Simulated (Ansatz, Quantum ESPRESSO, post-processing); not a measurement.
# Thickness dependence of 1T-SnS2, part 8 of 8

Aim: screening, gap and ionisation potential of 1T-SnS2 against the number of layers.

Quantum ESPRESSO 7.5; plane-wave DFT, PBEsol, GBRV ultrasoft pseudopotentials; geometry by Ansatz 0.2.0 with PAW datasets.

So far. Step 14 (Band structure, 2 layers: no field): Along this path the valence top lies between Γ and M and the conduction bottom at M. Step 20 (Electrostatic potential, 3 layers): The slope in the vacuum is 0.100 eV/Å for an applied 0.10 V/Å, as it should be.

## Step 21: Band structure, 3 layers: no field

The input, n3.f0.bands.in:

```
&control
  prefix = 'n3.f0.bands'
  outdir = './out'
  pseudo_dir = './pseudo'
  calculation = 'bands'
  tefield = .true.
  dipfield = .true.
/
&system
  ibrav = 0
  nat = 9
  ntyp = 2
  ecutwfc = 40
  ecutrho = 200
  occupations = 'smearing'
  smearing = 'fd'
  degauss = 0.004
  edir = 3
  emaxpos = 0.97
  eopreg = 0.04
  eamp = 0.0
  nbnd = 43
/
&electrons
  conv_thr = 1e-07
  mixing_beta = 0.4
  electron_maxstep = 120
  mixing_mode = 'local-TF'
/
ATOMIC_SPECIES
  S   32.0600  s_pbesol_v1.4.uspp.F.UPF
  Sn  118.7100  sn_pbesol_v1.4.uspp.F.UPF
CELL_PARAMETERS angstrom
  3.66795727618964 -0.00000000000000 -0.00000000000000
  -1.83397863809482 3.17654418117621 0.00000000000000
  -0.00000000000000 -0.00000000000000 29.04550052800000
ATOMIC_POSITIONS crystal
  S   0.666666666667 0.333333333333 0.248906475841
  Sn  -0.000000000000 0.000000000000 0.299934287229
  S   0.333333333333 0.666666666667 0.350875702609
  S   0.666666666667 0.333333333333 0.449088526757
  Sn  -0.000000000000 0.000000000000 0.499998784624
  S   0.333333333333 0.666666666667 0.550909046008
  S   0.666666666667 0.333333333333 0.649125538951
  Sn  0.000000000000 -0.000000000000 0.700066904333
  S   0.333333333333 0.666666666667 0.751094733649
K_POINTS crystal_b
4
  0.0000000000 0.0000000000 0.0000000000 12
  0.5000000000 0.0000000000 0.0000000000 12
  0.3333333333 0.3333333333 0.0000000000 12
  0.0000000000 0.0000000000 0.0000000000 1
```

On the command line:

```
$ cp -r out/n3.f0.save out/n3.f0.bands.save
$ cp out/n3.f0.xml out/n3.f0.bands.xml
$ OMP_NUM_THREADS=1 mpirun -n 4 pw.x -nk 4 -in n3.f0.bands.in > n3.f0.bands.out
```

What it wrote:

```text
[banner, memory and clock lines left out]
Program PWSCF v.7.5 starts

          URL

     Presently no symmetry can be used with electric field

     Atomic positions and unit cell read from directory:
     ./out/n3.f0.bands.save/

     G-vector sticks info

     bravais-lattice index     =            0
     lattice parameter (alat)  =       6.9314  a.u.
     unit-cell volume          =    2283.7819 (a.u.)^3
     number of atoms/cell      =            9
     number of atomic types    =            2
     number of electrons       =        78.00
     number of Kohn-Sham states=           43
     kinetic-energy cutoff     =      40.0000  Ry
     charge density cutoff     =     200.0000  Ry
     Exchange-correlation= SLA  PW   PSX  PSC
                           (   1   4  10   8   0   0   0)

     celldm(1)=   6.931435  celldm(2)=   0.000000  celldm(3)=   0.000000
     celldm(4)=   0.000000  celldm(5)=   0.000000  celldm(6)=   0.000000

     crystal axes: (cart. coord. in units of alat)
               a(1) = (   1.000000  -0.000000  -0.000000 )
               a(2) = (  -0.500000   0.866025   0.000000 )
               a(3) = (  -0.000000  -0.000000   7.918713 )

     reciprocal axes: (cart. coord. in units 2 pi/alat)
               b(1) = (  1.000000  0.577350  0.000000 )
               b(2) = (  0.000000  1.154701  0.000000 )
               b(3) = (  0.000000  0.000000  0.126283 )

     PseudoPot. # 1 for S  read from file:
     ./pseudo/s_pbesol_v1.4.uspp.F.UPF
     Pseudo is Ultrasoft + core correction, Zval =  6.0
     Generated by new atomic code, or converted to UPF format
     Using radial grid of  907 points,  6 beta functions with:
                l(1) =   0
                l(2) =   0
                l(3) =   1
                l(4) =   1
                l(5) =   2
                l(6) =   2
     Q(r) pseudized with  8 coefficients,  rinner =    1.300   1.300   1.300
                                                       1.300   1.300

     PseudoPot. # 2 for Sn read from file:
     ./pseudo/sn_pbesol_v1.4.uspp.F.UPF
     Pseudo is Ultrasoft + core correction, Zval = 14.0
     Generated by new atomic code, or converted to UPF format
     Using radial grid of  891 points,  6 beta functions with:
                l(1) =   0
                l(2) =   0
                l(3) =   1
                l(4) =   1
                l(5) =   2
                l(6) =   2
     Q(r) pseudized with  8 coefficients,  rinner =    1.350   1.350   1.350
                                                       1.350   1.350

     atomic species   valence    mass     pseudopotential
     S                 6.00    32.06000     S ( 1.00)
     Sn               14.00   118.71000     Sn( 1.00)

     No symmetry found

   Cartesian axes

     site n.     atom                  positions (alat units)
         1        S      tau(   1) = (   0.5000000   0.2886751   1.9710189  )
         2        Sn     tau(   2) = (  -0.0000000   0.0000000   2.3750935  )
         3        S      tau(   3) = (  -0.0000000   0.5773503   2.7784839  )
         4        S      tau(   4) = (   0.5000000   0.2886751   3.5562031  )
         5        Sn     tau(   5) = (  -0.0000000   0.0000000   3.9593468  )
         6        S      tau(   6) = (  -0.0000000   0.5773503   4.3624906  )
         7        S      tau(   7) = (   0.5000000   0.2886751   5.1402388  )
         8        Sn     tau(   8) = (   0.0000000  -0.0000000   5.5436288  )
         9        S      tau(   9) = (  -0.0000000   0.5773503   5.9477035  )

     number of k points=    37  Fermi-Dirac smearing, width (Ry)=  0.0040
                       cart. coord. in units 2pi/alat
        k(    1) = (   0.0000000   0.0000000   0.0000000), wk =   0.0540541
        k(    2) = (   0.0416667   0.0240563   0.0000000), wk =   0.0540541
        k(    3) = (   0.0833333   0.0481125   0.0000000), wk =   0.0540541
        k(    4) = (   0.1250000   0.0721688   0.0000000), wk =   0.0540541
        k(    5) = (   0.1666667   0.0962250   0.0000000), wk =   0.0540541
        k(    6) = (   0.2083333   0.1202813   0.0000000), wk =   0.0540541
        k(    7) = (   0.2500000   0.1443376   0.0000000), wk =   0.0540541
        k(    8) = (   0.2916667   0.1683938   0.0000000), wk =   0.0540541
        k(    9) = (   0.3333333   0.1924501   0.0000000), wk =   0.0540541
        k(   10) = (   0.3750000   0.2165064   0.0000000), wk =   0.0540541
        k(   11) = (   0.4166667   0.2405626   0.0000000), wk =   0.0540541
        k(   12) = (   0.4583333   0.2646189   0.0000000), wk =   0.0540541
        k(   13) = (   0.5000000   0.2886751   0.0000000), wk =   0.0540541
        k(   14) = (   0.4861111   0.3127314   0.0000000), wk =   0.0540541
        k(   15) = (   0.4722222   0.3367877   0.0000000), wk =   0.0540541
        k(   16) = (   0.4583333   0.3608439   0.0000000), wk =   0.0540541
        k(   17) = (   0.4444444   0.3849002   0.0000000), wk =   0.0540541
        k(   18) = (   0.4305556   0.4089564   0.0000000), wk =   0.0540541
        k(   19) = (   0.4166667   0.4330127   0.0000000), wk =   0.0540541
        k(   20) = (   0.4027778   0.4570690   0.0000000), wk =   0.0540541
        k(   21) = (   0.3888889   0.4811252   0.0000000), wk =   0.0540541
        k(   22) = (   0.3750000   0.5051815   0.0000000), wk =   0.0540541
        k(   23) = (   0.3611111   0.5292377   0.0000000), wk =   0.0540541
        k(   24) = (   0.3472222   0.5532940   0.0000000), wk =   0.0540541
        k(   25) = (   0.3333333   0.5773503   0.0000000), wk =   0.0540541
        k(   26) = (   0.3055556   0.5292377   0.0000000), wk =   0.0540541
        k(   27) = (   0.2777778   0.4811252   0.0000000), wk =   0.0540541
        k(   28) = (   0.2500000   0.4330127   0.0000000), wk =   0.0540541
        k(   29) = (   0.2222222   0.3849002   0.0000000), wk =   0.0540541
        k(   30) = (   0.1944444   0.3367877   0.0000000), wk =   0.0540541
        k(   31) = (   0.1666667   0.2886751   0.0000000), wk =   0.0540541
        k(   32) = (   0.1388889   0.2405626   0.0000000), wk =   0.0540541
        k(   33) = (   0.1111111   0.1924501   0.0000000), wk =   0.0540541
        k(   34) = (   0.0833333   0.1443376   0.0000000), wk =   0.0540541
        k(   35) = (   0.0555556   0.0962250   0.0000000), wk =   0.0540541
        k(   36) = (   0.0277778   0.0481125   0.0000000), wk =   0.0540541
        k(   37) = (   0.0000000   0.0000000   0.0000000), wk =   0.0540541

     Dense  grid:   109183 G-vectors     FFT dimensions: (  32,  32, 250)

     Smooth grid:    77813 G-vectors     FFT dimensions: (  27,  27, 225)

     The potential is recalculated from file :
     ./out/n3.f0.bands.save/charge-density

[...]
3.4973   3.6586   6.5496

          k = 0.3889 0.4811 0.0000 (  9779 PWs)   bands (ev):

   -19.6536 -19.6486 -19.6482 -19.6042 -19.5995 -19.5991 -19.5574 -19.5537
   -19.5533 -19.5242 -19.5207 -19.5204 -19.5139 -19.5097 -19.5093 -10.2783
   -10.2300 -10.2079  -9.9216  -9.8853  -9.8808  -5.8109  -5.7847  -5.7821
    -3.0768  -2.8724  -2.6840  -2.4885  -2.3302  -2.1614  -1.6932  -1.5499
    -1.4942  -0.1226   0.1343   0.3288   0.5348   0.7333   0.9031   3.3123
     3.5825   3.8173   6.6143

          k = 0.3750 0.5052 0.0000 (  9771 PWs)   bands (ev):

   -19.6474 -19.6425 -19.6421 -19.6105 -19.6057 -19.6053 -19.5528 -19.5491
   -19.5487 -19.5280 -19.5245 -19.5241 -19.5148 -19.5105 -19.5101 -10.2145
   -10.1702 -10.1519  -9.9251  -9.8914  -9.8896  -5.8495  -5.8154  -5.8044
    -2.9766  -2.7705  -2.6099  -2.5787  -2.4275  -2.2412  -1.8939  -1.7289
    -1.6196  -0.1527   0.1285   0.3151   0.5357   0.7420   0.8989   3.3002
     3.6344   3.9389   6.6598

          k = 0.3611 0.5292 0.0000 (  9773 PWs)   bands (ev):

   -19.6412 -19.6363 -19.6359 -19.6168 -19.6120 -19.6117 -19.5480 -19.5444
   -19.5440 -19.5319 -19.5284 -19.5280 -19.5155 -19.5112 -19.5108 -10.1490
   -10.1095 -10.0958  -9.9403  -9.9084  -9.9080  -5.8846  -5.8435  -5.8249
    -2.8761  -2.6983  -2.6634  -2.4963  -2.4661  -2.2931  -2.0745  -1.8999
    -1.7606  -0.1386   0.1024   0.3277   0.5167   0.7633   0.8848   3.2818
     3.6603   4.0203   6.6450

          k = 0.3472 0.5533 0.0000 (  9765 PWs)   bands (ev):

   -19.6351 -19.6302 -19.6298 -19.6231 -19.6183 -19.6179 -19.5435 -19.5399
   -19.5395 -19.5357 -19.5322 -19.5318 -19.5161 -19.5118 -19.5114 -10.0838
   -10.0508 -10.0422  -9.9713  -9.9374  -9.9369  -5.9097  -5.8642  -5.8407
    -2.7911  -2.7439  -2.5753  -2.5285  -2.3690  -2.3188  -2.2134  -2.0387
    -1.8895  -0.0914   0.0496   0.3677   0.4776   0.7945   0.8613   3.2663
     3.6697   4.0639   6.6369

          k = 0.3333 0.5774 0.0000 (  9765 PWs)   bands (ev):

   -19.6291 -19.6291 -19.6245 -19.6242 -19.6240 -19.6236 -19.5394 -19.5394
   -19.5359 -19.5359 -19.5355 -19.5355 -19.5164 -19.5121 -19.5117 -10.0220
   -10.0219 -10.0078 -10.0076  -9.9657  -9.9652  -5.9191  -5.8722  -5.8472
    -2.7564  -2.7563  -2.5367  -2.5366  -2.3237  -2.3237  -2.2693  -2.0975
    -1.9500  -0.0217  -0.0216   0.4234   0.4234   0.8295   0.8296   3.2601
     3.6712   4.0765   6.6596

          k = 0.3056 0.5292 0.0000 (  9759 PWs)   bands (ev):

   -19.6397 -19.6348 -19.6344 -19.6181 -19.6133 -19.6129 -19.5463 -19.5427
   -19.5423 -19.5345 -19.5309 -19.5305 -19.5149 -19.5107 -19.5103 -10.1794
   -10.1376 -10.1217  -9.9213  -9.8885  -9.8876  -5.8745  -5.8320  -5.8119
    -2.8658  -2.7215  -2.6260  -2.5207  -2.4214  -2.2752  -2.1015  -1.9234
    -1.7634  -0.1871   0.1307   0.3141   0.5331   0.7616   0.8913   3.2880
     3.6749   4.0444   6.5628

          k = 0.2778 0.4811 0.0000 (  9793 PWs)   bands (ev):

   -19.6474 -19.6425 -19.6421 -19.6085 -19.6037 -19.6034 -19.5519 -19.5483
   -19.5479 -19.5343 -19.5305 -19.5302 -19.5114 -19.5074 -19.5070 -10.4065
   -10.3511 -10.3216  -9.8752  -9.8276  -9.8124  -5.7332  -5.6995  -5.6892
    -2.9720  -2.8156  -2.6472  -2.4865  -2.3020  -2.1821  -1.7916  -1.6125
    -1.4436  -0.3321   0.0724   0.4320   0.5194   0.7914   0.9203   3.3688
     3.6971   3.9857   6.4683

          k = 0.2500 0.4330 0.0000 (  9797 PWs)   bands (ev):

   -19.6516 -19.6467 -19.6463 -19.6006 -19.5959 -19.5955 -19.5560 -19.5523
   -19.5520 -19.5366 -19.5327 -19.5323 -19.5090 -19.5051 -19.5047 -10.6826
   -10.6162 -10.5752  -9.8841  -9.8145  -9.7779  -5.5026  -5.4756  -5.4724
    -2.9618  -2.8315  -2.6880  -2.2412  -2.1144  -2.0962  -1.4446  -1.2696
    -1.0939  -0.3920  -0.0457   0.4102   0.6406   0.8910   0.9053   3.4868
     3.7380   3.9326   6.4306

          k = 0.2222 0.3849 0.0000 (  9803 PWs)   bands (ev):

   -19.6520 -19.6471 -19.6468 -19.5946 -19.5899 -19.5896 -19.5584 -19.5547
   -19.5543 -19.5396 -19.5356 -19.5352 -19.5098 -19.5059 -19.5055 -10.9828
   -10.9084 -10.8589  -9.9457  -9.8528  -9.7936  -5.2073  -5.1810  -5.1786
    -2.8173  -2.7167  -2.5941  -2.0463  -1.9513  -1.9223  -1.0912  -0.9236
    -0.7391  -0.3212  -0.0871   0.3159   0.7762   0.9007   0.9665   3.6235
     3.7894   3.8954   6.4572

          k = 0.1944 0.3368 0.0000 (  9811 PWs)   bands (ev):

   -19.6488 -19.6440 -19.6437 -19.5907 -19.5861 -19.5858 -19.5590 -19.5552
   -19.5548 -19.5425 -19.5384 -19.5381 -19.5141 -19.5103 -19.5099 -11.2845
   -11.2046 -11.1493 -10.0506  -9.9364  -9.8560  -4.8868  -4.8499  -4.8381
    -2.5455  -2.4777  -2.3630  -1.9900  -1.7473  -1.6543  -0.7538  -0.5931
    -0.3969  -0.1299  -0.0115   0.2855   0.7040   0.9979   1.0315   3.7649
     3.8472   3.8797   6.5032

          k = 0.1667 0.2887 0.0000 (  9771 PWs)   bands (ev):

   -19.6428 -19.6381 -19.6377 -19.5892 -19.5847 -19.5843 -19.5578 -19.5541
   -19.5537 -19.5451 -19.5410 -19.5406 -19.5212 -19.5174 -19.5170 -11.5699
   -11.4862 -11.4272 -10.1836 -10.0516  -9.9533  -4.6027  -4.5268  -4.4810
    -2.1672  -2.1491  -2.0072  -1.8353  -1.5645  -1.3643  -0.4549  -0.2905
    -0.0797   0.1255   0.1624   0.3458   0.6023   0.9880   1.1396   3.8810
     3.9131   3.9152   6.4759

          k = 0.1389 0.2406 0.0000 (  9737 PWs)   bands (ev):

   -19.6350 -19.6304 -19.6300 -19.5901 -19.5857 -19.5853 -19.5553 -19.5514
   -19.5510 -19.5478 -19.5435 -19.5431 -19.5293 -19.5255 -19.5251 -11.8260
   -11.7400 -11.6785 -10.3277 -10.1816 -10.0692  -4.4067  -4.2588  -4.1469
    -1.7791  -1.7146  -1.5497  -1.4857  -1.3078  -1.0746  -0.2260  -0.0237
     0.2058   0.3463   0.3830   0.4884   0.5683   0.9547   1.1985   3.9328
     3.9870   4.0329   6.3092

          k = 0.1111 0.1925 0.0000 (  9717 PWs)   bands (ev):

   -19.6266 -19.6221 -19.6217 -19.5931 -19.5887 -19.5884 -19.5518 -19.5516
   -19.5477 -19.5474 -19.5473 -19.5470 -19.5355 -19.5317 -19.5313 -12.0442
   -11.9565 -11.8935 -10.4668 -10.3104 -10.1876  -4.3110  -4.0763  -3.8733
    -1.3352  -1.2333  -1.0241  -0.9877  -0.9209  -0.7532  -0.1069   0.1969
     0.4393   0.4631   0.5880   0.6718   0.6911   0.9293   1.2141   4.0115
     4.0494   4.0877   6.0446

          k = 0.0833 0.1443 0.0000 (  9705 PWs)   bands (ev):

   -19.6188 -19.6145 -19.6141 -19.5975 -19.5933 -19.5929 -19.5573 -19.5528
   -19.5524 -19.5475 -19.5435 -19.5431 -19.5385 -19.5346 -19.5342 -12.2185
   -12.1299 -12.0658 -10.5880 -10.4244 -10.2942  -4.2864  -3.9759  -3.6795
    -0.8039  -0.7773  -0.4704  -0.4531  -0.4414  -0.3660  -0.0388   0.3541
     0.5679   0.6448   0.7110   0.8379   0.8454   0.9529   1.1973   3.9768
     4.0444   4.0971   5.7136

          k = 0.0556 0.0962 0.0000 (  9659 PWs)   bands (ev):

   -19.6127 -19.6085 -19.6081 -19.6024 -19.5982 -19.5978 -19.5622 -19.5578
   -19.5574 -19.5436 -19.5396 -19.5395 -19.5392 -19.5355 -19.5352 -12.3453
   -12.2560 -12.1913 -10.6813 -10.5129 -10.3780  -4.2947  -3.9314  -3.5611
    -0.4886  -0.2528  -0.0227  -0.0124   0.0648   0.1126   0.2093   0.4453
     0.7089   0.7843   0.7865   0.9443   0.9532   1.0121   1.1538   3.6737
     3.9164   4.1349   5.2930

          k = 0.0278 0.0481 0.0000 (  9617 PWs)   bands (ev):

   -19.6088 -19.6061 -19.6046 -19.6043 -19.6020 -19.6016 -19.5654 -19.5609
   -19.5605 -19.5408 -19.5398 -19.5368 -19.5365 -19.5358 -19.5354 -12.4221
   -12.3325 -12.2675 -10.7399 -10.5689 -10.4313  -4.3091  -3.9160  -3.5007
    -0.4305   0.1492   0.3661   0.3882   0.4479   0.4781   0.4859   0.5394
     0.8524   0.8789   0.9179   0.9760   1.0019   1.0426   1.0770   3.3174
     3.7185   4.1020   4.9214

          k = 0.0000 0.0000 0.0000 (  9645 PWs)   bands (ev):

   -19.6075 -19.6075 -19.6034 -19.6034 -19.6030 -19.6030 -19.5664 -19.5619
   -19.5615 -19.5399 -19.5399 -19.5358 -19.5358 -19.5354 -19.5354 -12.4479
   -12.3582 -12.2931 -10.7599 -10.5881 -10.4496  -4.3153  -3.9126  -3.4825
    -0.4272   0.2596   0.5440   0.5440   0.5964   0.5964   0.6307   0.6307
     0.9167   0.9167   0.9909   0.9909   1.0040   1.0329   1.0329   3.1486
     3.6182   4.0690   4.7692

     XML data file, pseudopotentials, collected wavefunctions

                                        0.00s GPU  (    1085 calls)
[key lines of the parts left out:]
Dipole field         -0.0000 Ry au,
```

Run time: 2.3 min. Hardware: 4 MPI ranks of Arm Neoverse V1, shared host; peak memory 0.57 GiB.

This step gave:

- dipole along the normal: -4.16e-5 e·Å
- valence top, on the run's zero: 1.214 eV
- conduction bottom, on the run's zero: 2.583 eV
- gap by band count: 1.369 eV

Band numbers count within the set of bands kept for display. Electronic bands along the path, in eV, zero at the highest filled level of the SCF mesh; v1 is the highest filled band, c1 the lowest empty one:

```tsv
point	v4	v3	v2	v1	c1	c2	c3	c4
Γ	-0.21	-0.19	-0.16	-0.16	1.95	2.42	2.87	3.57
M	-0.60	-0.55	-0.38	-0.25	1.39	1.40	1.60	4.43
K	-0.77	-0.77	-0.37	-0.37	2.06	2.47	2.88	5.46
Γ	-0.21	-0.19	-0.16	-0.16	1.95	2.42	2.87	3.57
```

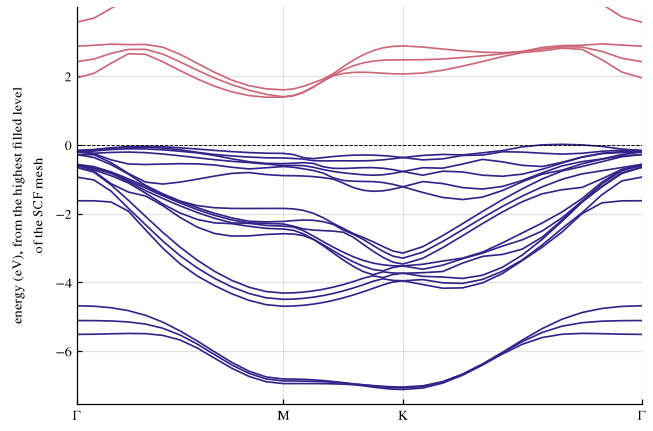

Electronic bands along the path; lines of filled and empty bands in two colours.

Along this path the valence top lies between K and Γ and the conduction bottom near M.

## Step 22: Polarisability from the dipole between 0 and 0.1 V/A, 3 layers

This step gave:

| Property | Result |
| --- | --- |
| change of slope in the vacuum | 0.09999 eV/Å |
| polarisability a cell | 13.70 Å³ |
| sheet polarisability 4πα/A | 14.78 Å |

The change of the potential energy, second field less first by z:

```tsv
z (Å)	change of the potential energy, second field less first (eV)
0	-0.356
2	-0.513
4	-0.313
6	-0.130
8	-0.0882
10	-0.0753
12	-0.0267
14	-0.00464
16	0.00733
18	0.0607
20	0.0786
22	0.0928
24	0.211
26	0.409
28	0.609
```

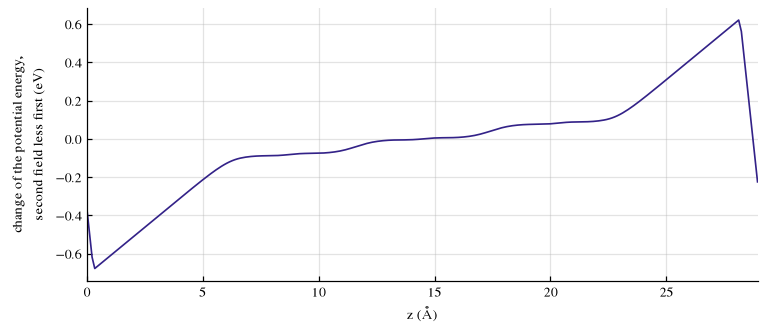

Change of the potential energy, second field less first against z.

## Step 23: The series side by side

All levels:

```tsv
level	sheet polarisability (Å)	gap without a field (eV)	vacuum over the valence top of the mesh (eV)	CPU time (s)
1 layer	4.763	1.491	6.832	446
2 layers	9.797	1.427	6.734	1398
3 layers	14.78	1.369	6.68	3396
```

## Step 24: A check by hand

From 2 to 3 layers, over the growth of the distance between the outermost mean planes: (14.781 − 9.797) Å / 5.812 Å = 0.858 = 1 − 1/ε, so ε = 7.0.

## Step 25: What came out

```json
{"4πα/A of 1 layer": "4.76 Å", "gap along the path, 1 layer": "1.49 eV", "Kohn-Sham ionisation potential, 1 layer": "6.83 eV", "4πα/A of 2 layers": "9.80 Å", "gap along the path, 2 layers": "1.43 eV", "Kohn-Sham ionisation potential, 2 layers": "6.73 eV", "4πα/A of 3 layers": "14.78 Å", "gap along the path, 3 layers": "1.37 eV", "Kohn-Sham ionisation potential, 3 layers": "6.66 eV"}
```

**Reading.** The sheet polarisability 4πα/A grows as 4.76, 9.80 and 14.78 Å for 1, 2 and 3 layers (PBEsol, GBRV ultrasoft). The last layer adds 5.81 Å between the outermost mean planes and 4.98 Å of 4πα/A; 1 − 1/ε = 0.858 gives ε = 7.0 along the normal for the stacked crystal at this spacing. The gap runs 1.49, 1.43 and 1.37 eV, falling with each layer as bands that reach between the layers split. The single layer was relaxed under plain PBE (a = 3.703 Å), the stacks with a dispersion correction (a = 3.667 Å for two layers), so the first step mixes stacking with a strain of -1.0 %. The nearest atoms of neighbouring layers lie 3.55 Å apart. With 1 − 1/ε so near one, ε is touchy: 0.1 Å more spacing would give ε = 6.4. On the path the edges lie as follows: between Γ and M to M for 1, between Γ and M to M for 2 and between K and Γ to near M for 3 (valence top to conduction bottom, by number of layers). One stacking was chosen. The ions are clamped in the field. Semilocal gaps are too small and shrink less with thickness than quasiparticle gaps, which also feel the screening by neighbours. Spin-orbit coupling is left out; depending on the atoms that carry the levels of interest, it can split and shift them by tens to hundreds of meV.

[Logs are printed without paths, hosts, clocks, repeated set-up lines and the standing remarks that a program may print on its own settings, such as how far it seeks lower states.]

[Hosts, paths, dates, database ids (printed as entryN), source tags and the programs' standing remarks are cut or masked in the printed files.]

[Maps of the electrostatic potential energy from Ansatz leave out the sawtooth potential of an applied field or a dipole correction, so their vacuum need not be flat; planar profiles and work functions include it.]
